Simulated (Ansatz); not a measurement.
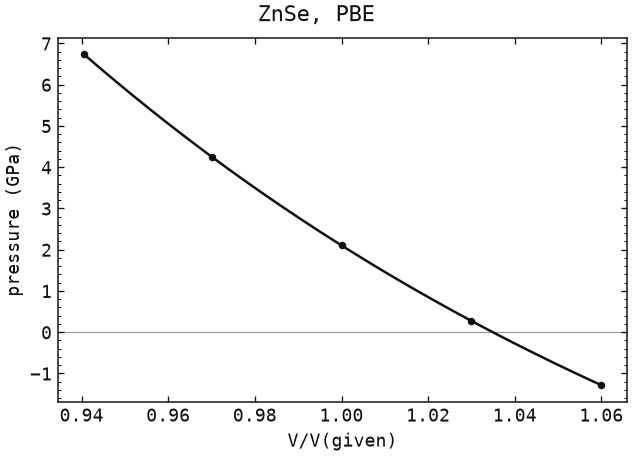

The figure shows the pressure against V/V(given) for ZnSe, space group F-43m (No. 216).

Cell as given: a = 4.008 Å, b = 4.008 Å, c = 4.008 Å, α = 60.00°, β = 60.00°, γ = 60.00°; 2 atoms.

Method: periodic Kohn-Sham DFT of a crystal at fixed atoms, scaled to the stated factor times the given cell; pressure positive in compression (Ansatz 0.2.0). Level: PBE.

method frozen-core PAW; relativity scalar; k mesh 8×8×8; occupations Fermi–Dirac; smearing width 0.03 eV; wave cutoff 420 eV; PAW set soft_2.

V(given) is 22.76 Å³/atom.

### What does the pressure do across the range?

It falls from 6.739 GPa at V/V(given) 0.941 to −1.284 GPa at 1.060, and changes sign near 1.035.

### What does the calculation give for the volume at zero pressure from a fit of the pressures?

23.6 Å³/atom.

### What does the calculation give for the bulk modulus from that fit?

56.6 GPa.
